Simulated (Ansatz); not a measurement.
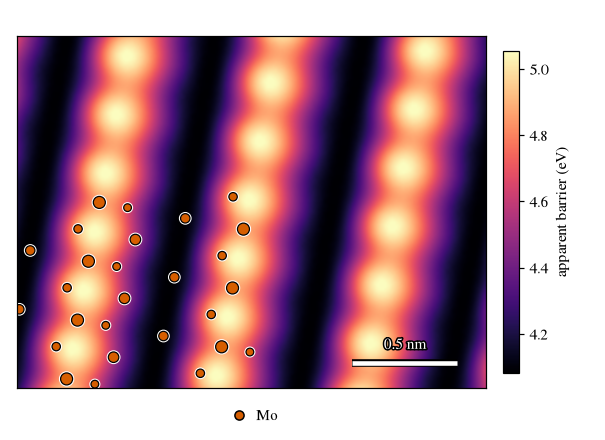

Map of the apparent barrier height, 0.952 eV Å² × (d ln I/dz)², 4.2 Å above Mo(211) (Fm-3m bulk, 14 atomic planes (those closer than 0.6 Å count as one), 10 Å) at −0.25 V; lighter colours are higher.

Images follow the Tersoff–Hamann model: the current is the local density of the sample's states between the Fermi level and the bias, at the tip's centre. Bias windows are sharp sums over the levels of the k mesh.

All numbers here come from Ansatz, DFT PBE, scalar-relativistic, plane waves, PAW. Cutoff 420 eV, 21 × 9 k-points, Gaussian smearing 0.1 eV, dipole correction. The slab is a cut without reconstruction beyond its cell, at the source's lattice constants, with its lower half held fixed and the rest relaxed. This isn't the element's usual bcc form. No spin polarisation. The run warns that the functional's potential is rough in the thin density of the vacuum, where the tip is; weak contrasts and barriers may feel it.

Question: Where is the apparent barrier highest and lowest, and over what range?

Answer: It is highest, 5.1 eV, over points 1.4 Å to the side of the top Mo atoms, and lowest, 4.1 eV, over the Mo atoms 1.3 Å below the top plane. The vacuum level lies 4.21 eV above zero bias.
